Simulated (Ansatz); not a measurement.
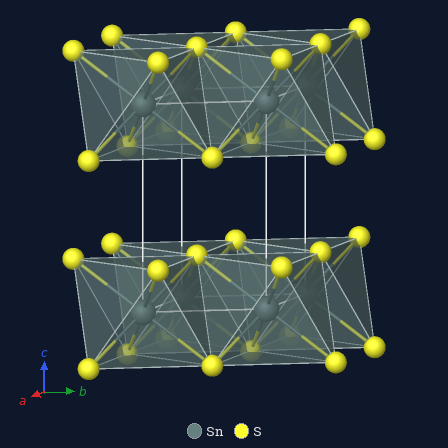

System: a slab cut from SnS₂ (slab content Sn₇S₁₄), space group P-3m1 (No. 164). The picture shows the bulk cell.

Starting cell:
```yaml
crystal:
  lattice:
    - [3.65131, 0.00000, 0.00000]
    - [-1.82566, 3.16213, 0.00000]
    - [0.00000, 0.00000, 6.05892]
  atoms:
    - { symbol: Sn, position: [0.00000, 0.00000, 0.00000] }
    - { symbol: S, position: [0.66667, 0.33333, 0.24324] }
    - { symbol: S, position: [0.33333, 0.66667, 0.75676] }
```

Calculation (Ansatz 0.2.0): spacing and rumpling of the atomic planes of a slab cut from the relaxed bulk cell along the Miller plane (conventional indices), bottom to top, after all atoms relax, plane waves with PAW datasets, Γ-centred k mesh. Level: PBEsol, no spin polarisation.

| setting | value |
| --- | --- |
| space group in which the indices count | 164 |
| Miller index h | 1 |
| Miller index k | 1 |
| Miller index l | 1 |
| top plane | S |
| bottom plane | S |
| planes | 21 |
| surface cell | (1, 1) |
| slab thickness as cut | 11.34 Å |
| vacuum | 15 Å |
| surface area | 40.02 Å² |
| surface a | 6.324 Å |
| surface b | 7.074 Å |
| surface angle | 116.6 ° |
| slab atoms | 21 |
| wave cutoff | 420 eV |
| k mesh | 5×4×1 |
| occupations | Gaussian |
| smearing width | 0.05 eV |
| boundary | dipole corrected |

What does the calculation give for the spacing change of each pair of planes? The cases: 1–2; 2–3; 3–4; 4–5; 5–6; 6–7; 7–8; 8–9; 9–10; 10–11; 11–12; 12–13; 13–14; 14–15; 15–16; 16–17; 17–18; 18–19; 19–20; 20–21.

The least value, −0.620 Å, is that of 2–3 and 19–20, and the largest, 0.502 Å, that of 1–2 and 20–21.

| pair of planes | spacing change (Å) | spacing to next (Å) | content of the two planes |
| --- | --- | --- | --- |
| 1–2 | 0.502 | 0.927 | S and Sn |
| 2–3 | −0.620 | −0.195 | Sn and S |
| 3–4 | 0.330 | 1.228 | S and S |
| 4–5 | −0.199 | 0.226 | S and Sn |
| 5–6 | 0.274 | 0.699 | Sn and S |
| 6–7 | −0.153 | 0.745 | S and S |
| 7–8 | 0.092 | 0.517 | S and Sn |
| 8–9 | −0.105 | 0.320 | Sn and S |
| 9–10 | 0.044 | 0.941 | S and S |
| 10–11 | 0.007 | 0.432 | S and Sn |
| 11–12 | 0.007 | 0.432 | Sn and S |
| 12–13 | 0.044 | 0.941 | S and S |
| 13–14 | −0.105 | 0.320 | S and Sn |
| 14–15 | 0.092 | 0.517 | Sn and S |
| 15–16 | −0.153 | 0.744 | S and S |
| 16–17 | 0.274 | 0.699 | S and Sn |
| 17–18 | −0.199 | 0.226 | Sn and S |
| 18–19 | 0.330 | 1.228 | S and S |
| 19–20 | −0.620 | −0.195 | S and Sn |
| 20–21 | 0.502 | 0.927 | Sn and S |

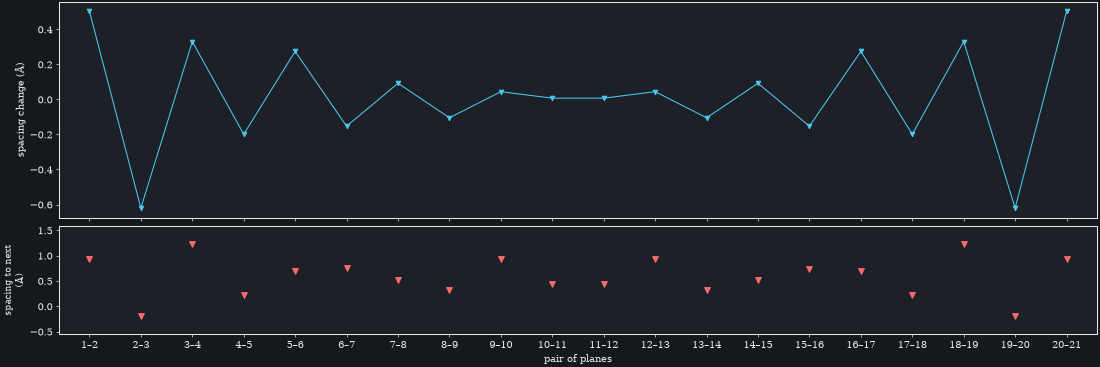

Limits of the calculation: a crossing between the sampled k points may be missed; odd k mesh can miss points on the zone edge; xc potential rough in thin density.
